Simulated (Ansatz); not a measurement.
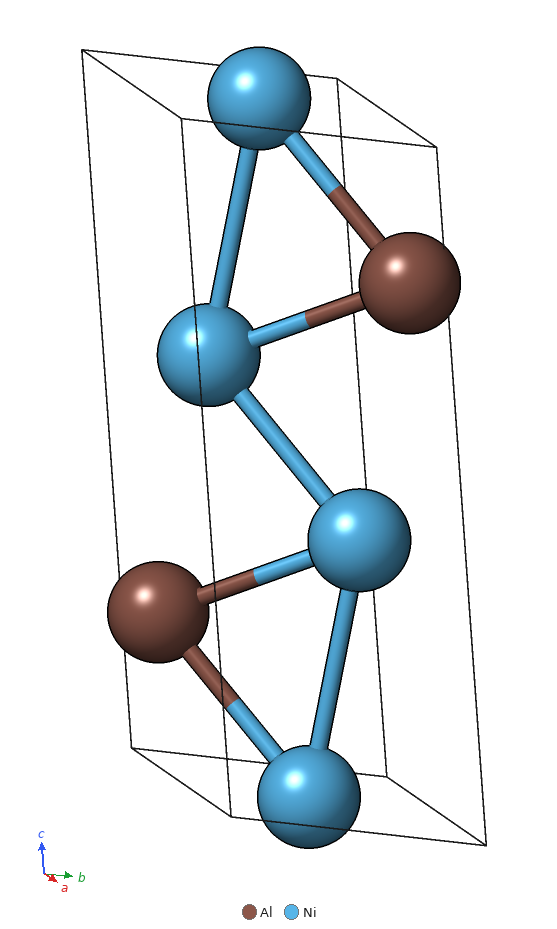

Ball-and-stick drawing of the structure, looking slightly off an axis. The cell (the run's own, in a reduced setting) is drawn as a box.

```yaml
crystal:
  lattice:
    - [0.00000, -2.90474, 0.00000]
    - [2.90474, 0.00000, 0.00000]
    - [-1.45237, 1.45237, 7.01835]
  atoms:
    - { symbol: Al, position: [0.89544, 0.89544, 0.79087] }
    - { symbol: Al, position: [0.10456, 0.10456, 0.20913] }
    - { symbol: Ni, position: [0.50000, 0.50000, 0.00000] }
    - { symbol: Ni, position: [0.69751, 0.69751, 0.39502] }
    - { symbol: Ni, position: [0.30249, 0.30249, 0.60498] }
```

All computed values are from Ansatz, DFT r2SCAN, scalar-relativistic, plane waves, PAW. Settings: a kinetic-energy cutoff of 500 eV, k-points about 0.15 Å⁻¹ apart, Gaussian smearing of 0.1 eV, no spin polarisation (a spin-restricted run, not always the ground state).

> State the Bader charges by element.

Al +1.84 e; Ni -1.57 to -1.06 e.

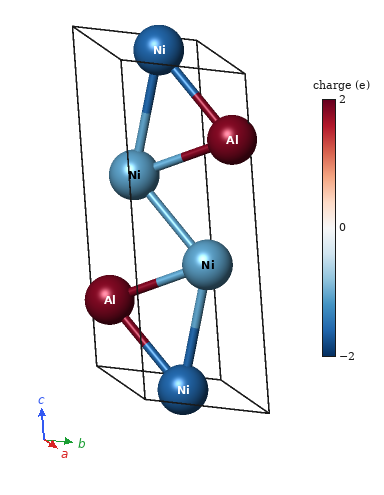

The atoms coloured by those charges.

It goes back to a structure type filled with these elements by a generator (whether the compound takes this form wasn't checked). Earlier steps of the study, as a rule a relaxation of our own, may have changed the cell and positions, so they can lie some per cent off the listed ones. An electronic-structure calculation with Ansatz was run on it.

At this level of theory the run's own cell isn't at rest (stretched, at -6 GPa), so its distances can differ from those at equilibrium, the more so the softer the solid.
